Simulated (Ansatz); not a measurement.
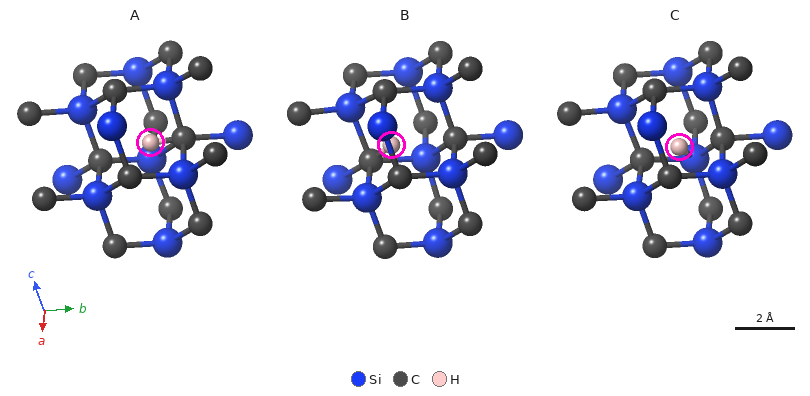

3 geometries from a converged minimum-energy path of a defect cell of composition Si16HC16 (cell charge +1) (33 atoms in the cell), shuffled. A ball-and-stick model of the atoms within 4.1 Å of the middle of the path, seen from a free direction. The moving atom is ringed, with any periodic copies. Bonds to atoms that aren't drawn are left out.

Method: Ansatz, DFT PBE, scalar-relativistic, plane waves, PAW. Settings: plane-wave cutoff 420 eV; k-point mesh 2 × 2 × 2; Gaussian smearing 0.02 eV; 5 movable images; climbing image.

> One of them is the converged climbing image. Which?

C. In order along the path, whose images run from 0 to 6: A (image 1, +0.01 eV), C (image 3, +0.51 eV), B (image 6, 0.00 eV). The H atom travels furthest, 1.09 Å from end to end, along [−1 −2 −1], on a path that bends up to 0.27 Å away from the straight line. At the highest image its nearest neighbour (C) is 1.50 Å away, against 1.12 Å at the start, and the surrounding atoms stand up to 0.07 Å off the mean of their end positions. Breaking: C–H (1.12 → 2.18 Å). Forming: C–H (2.18 → 1.12 Å).

Limits of the set-up: the periodic images lie only 7.6 Å apart, so the values are limited by the cell's size; the cell is charged, on a uniform background, and energies carry no finite-size correction.

The run took 2.7 min on 4 threads of Arm Neoverse V2, on a shared host, peak memory 1.3 GiB.
